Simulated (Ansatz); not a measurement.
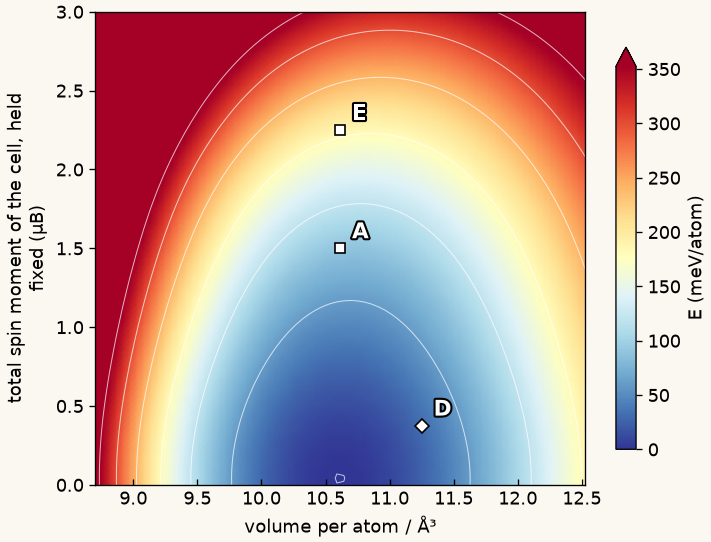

Ni3Ge (Pm-3m, No. 221; 4 atoms in the cell). 
- The energy is mapped over volume and a fixed ferromagnetic moment.
- First axis: volume per atom. Second axis: total spin moment of the cell, held fixed.
- Nothing is relaxed (shape and fractional coordinates fixed).
- Grid: 7 × 9 points.
- Points are written as (first, second).
- All energies are given in meV/atom relative to the lowest grid point.
- The moment is held fixed and parallel; antiferromagnetic orders weren't tried.
- Method: DFT LDA, scalar-relativistic, plane waves, PAW (Ansatz). Settings: cutoff 520 eV, k-mesh 12×12×12, gaussian smearing 0.15 eV.

The picture shows a smooth colour map with a few white contour lines, one colour for all values above the top of the scale, lettered points. Between grid points the surface is interpolated.

Q: Is D the lowest point of the computed grid?

A: No. D lies 32 meV/atom above the lowest grid point, which is at (10.62 Å³, 0.000 μB).

Q: What kind of point is each of D, E: minimum, saddle, maximum or slope?

A: D: on a slope; E: on a slope. (In these two coordinates alone; a stationary point may lie a little off the grid point.)

Q: Rank the lettered points by energy, lowest first.

A: D (32 meV/atom), A (91 meV/atom), E (187 meV/atom).
